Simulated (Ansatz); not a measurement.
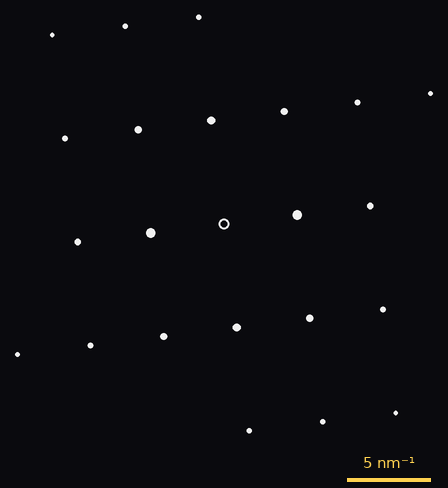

Computed electron diffraction pattern, 80 kV, single scattering only, B = 0.3 Å².

It belongs to W, space group Im-3m (No. 229), a = 3.18 Å. Structure: the geometry relaxed with Ansatz 0.2.0, DFT PBE, scalar-relativistic, plane waves, PAW; the starting structure was generated, so it need not be a known form of this composition.

```cif
data_structure
_symmetry_space_group_name_H-M 'Im-3m'
_symmetry_Int_Tables_number 229
_cell_length_a 3.1838
_cell_length_b 3.1838
_cell_length_c 3.1838
_cell_angle_alpha 90.000
_cell_angle_beta 90.000
_cell_angle_gamma 90.000
_cell_volume 32.27
loop_
_atom_site_label
_atom_site_type_symbol
_atom_site_symmetry_multiplicity
_atom_site_Wyckoff_symbol
_atom_site_fract_x
_atom_site_fract_y
_atom_site_fract_z
_atom_site_occupancy
W1 W 2 a 0.00000 0.00000 0.00000 1
```

Question: Determine the zone axis from the geometry of the pattern.

Answer: The spots form a rectangular net whose two shortest vectors correspond to d = 2.25 Å and 1.59 Å, 90.0° apart. They index as 1 -1 0 and 0 0 2, so the zone axis is ±[110] (or an equivalent direction of <110>).

Question: Which reflections of this zone are missing, and why?

Answer: The lattice centring (I) removes all reflections that break h + k + l = 2n.
